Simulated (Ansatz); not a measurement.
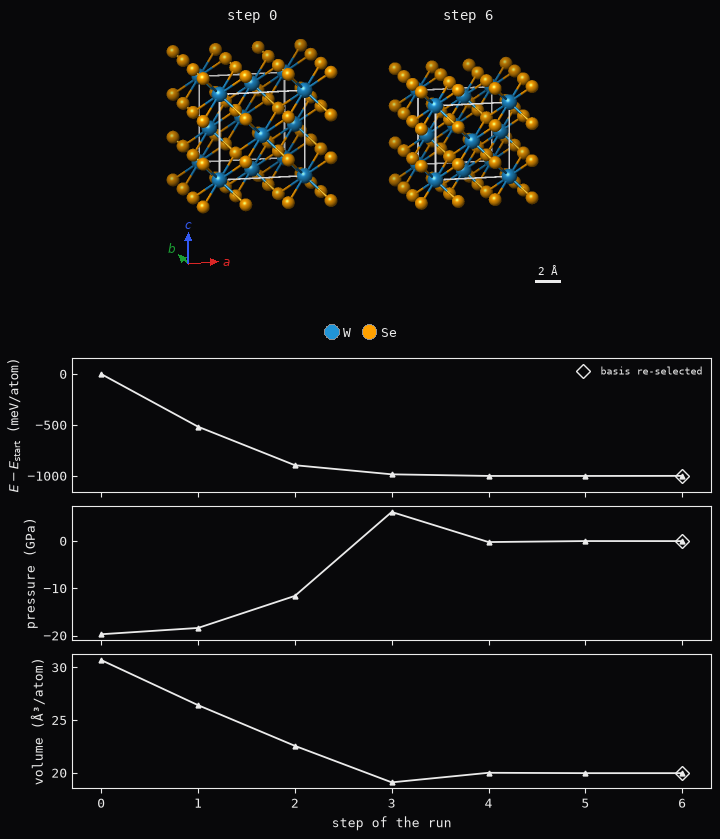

First and last geometry of a relaxation of a crystal of WSe2 (built on the fluorite type), with the history of the run. Style: ball-and-stick. Shown: the conventional cell (4 times the calculation's cell), slightly off an axis. Lengths and directions refer to the drawn axes.

Method: DFT, PBE, plane waves, PAW (Ansatz). (plane-wave cutoff 420 eV; k-point mesh 6 × 6 × 6; occupations fermi dirac; smearing width 0.02 eV; no spin polarisation; cell and atoms relaxed; force threshold 0.005 eV/Å)

What do the curves and the structures tell?

Answer. It converged. After 5 accepted moves (6 points after the start) the energy has fallen by 999 meV per atom. All forces vanish by symmetry, so only the cell relaxes. Pressure: −19.71 GPa at the start and −0.01 GPa at the end. The SCF was repeated once at an unchanged geometry on a basis and grid sized afresh for the cell, which shifted the energy by 0.7 meV per atom at most. No atom moves by more than 0.005 Å relative to the cell. Cell: a = b = c 7.168 → 6.212 Å (−13.3 %). Volume −34.9 %. Among the contacts that change: Se–Se 3.584 → 3.106 Å, Se–W 3.104 → 2.690 Å. The space group stays Fm-3m (No. 225). The run took roughly 11 core-seconds on a shared host.

```csv
step,"E − E(0), meV/atom","pressure, GPa","volume, Å³/atom",note
0,0.00,-19.71,30.694,
1,-516.72,-18.38,26.420,
2,-894.76,-11.60,22.563,
3,-984.20,6.15,19.101,
4,-1000.14,-0.22,20.008,
5,-1000.17,0.00,19.974,
6,-999.44,-0.01,19.974,"same geometry, new basis"
```
